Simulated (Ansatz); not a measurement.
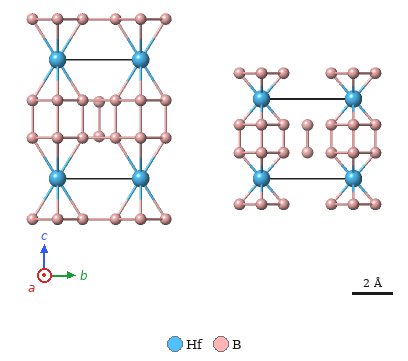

Two geometries of a crystal of HfB₁₀ (a generated structure, set up in P4/mmm) (coarse preliminary run), drawn at one scale. One is the start of a relaxation, the other its converged end. The picture is a ball-and-stick view of the cell of the calculation, seen along the a axis.

Level of theory: Ansatz 0.2.0, DFT PBE, scalar-relativistic, plane waves, PAW. Set-up: plane-wave cutoff 420 eV; k-point mesh 4 × 4 × 4; occupations gaussian; smearing width 0.1 eV; no spin polarisation; cell and atoms relaxed; force threshold 0.04 eV/Å; at most 70 steps.

> Which one is relaxed?

The left one is the relaxed one. After 14 accepted moves (16 points after the start) the energy has fallen by 38.284 eV per cell of the calculation. Largest force component: 13 eV/Å at the start, 0.014 eV/Å at the end. The pressure goes from 161.39 to 0.17 GPa. At 2 points the geometry stayed and the basis and grid were re-selected for the new cell (energy shift of 0.727 eV per cell of the calculation at most each time). The largest moves relative to the cell, 0.28 Å, are those of B atoms. Hf stays in place. The drawn cell changes as follows: a = b 4.628 → 4.187 Å (−9.5 %), c 4.010 → 5.985 Å (+49.3 %); the volume changes by +22.1 %. Among the contacts that change: B–B 2.412 → 1.667 Å, B–Hf 1.707 → 2.404 Å, B–B 2.111 → 2.598 Å, B–B 1.414 → 1.890 Å. New bonds form: B–B (2.41 → 1.67 Å). Bond angles that change, for instance: Hf–B–B 139.5° → 148.4°, Hf–B–B 62.7° → 68.2°. The space group stays P4/mmm (No. 123).

Limits of the set-up: the k-point mesh is coarse for a cell with partly filled bands.
